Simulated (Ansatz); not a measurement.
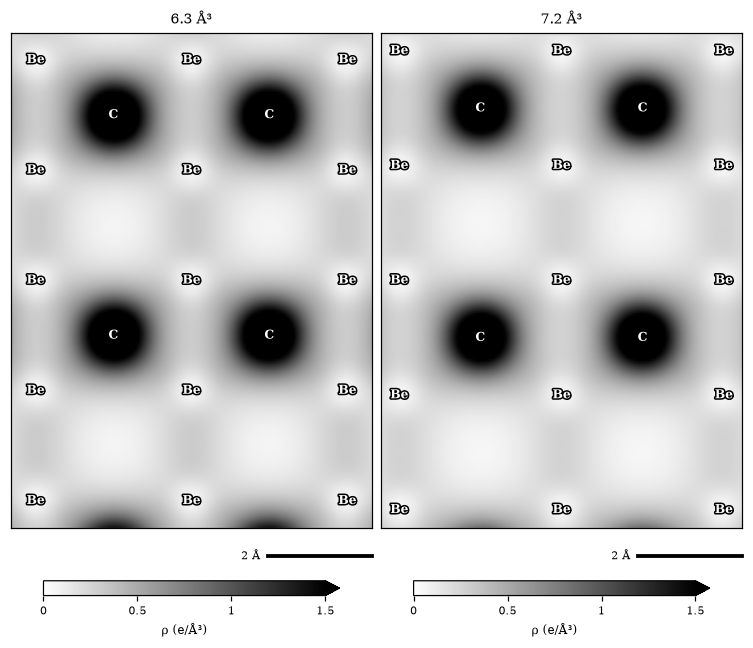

Be₂C. The valence pseudo-density of cells scaled evenly to different volumes (given per atom above each panel), on the (11̄0) plane of each (indices in the axes of the cell below), at one length scale and on one colour scale.

All numbers below come from Ansatz 0.2.0, DFT PBE, scalar-relativistic, plane waves, PAW.

In a PAW calculation such maps are meaningful between the atoms, not at the nuclei.

The largest cell:

```xyz
3
Lattice="0.0000 2.2067 2.2067 2.2067 0.0000 2.2067 2.2067 2.2067 0.0000" Properties=species:S:1:pos:R:3 pbc="T T T"
Be    1.1033    1.1033    1.1033
Be    3.3100    3.3100    3.3100
C     0.0000    0.0000    0.0000
```

| volume (Å³/atom) | Be–C contact in the plane (Å) | ρ at its midpoint (e/Å³) | pressure (GPa) | gap on the mesh (eV) | 
| --- | --- | --- | --- | --- |
| 6.35 | 1.836 | 0.666 | 13.9 | 1.20 | 
| 6.76 | 1.874 | ? | ? | ? | 
| 7.16 | 1.911 | 0.584 | −10.6 | 1.14 | 

Q: Estimate the missing row, and compare with the calculation.

A: Over the known rows ln ρ falls by 1.75 per Å of Be–C distance (the line through the two), which gives 0.623 e/Å³ at 1.874 Å; the calculation gives 0.623 e/Å³. For the pressure, a straight line in volume between the neighbouring rows gives 1.5 GPa; the calculation gives 0.0, lower because pressure rises ever faster on compression. For the gap on the mesh, a straight line in volume between the neighbouring rows gives 1.17 eV; the calculation gives 1.17.
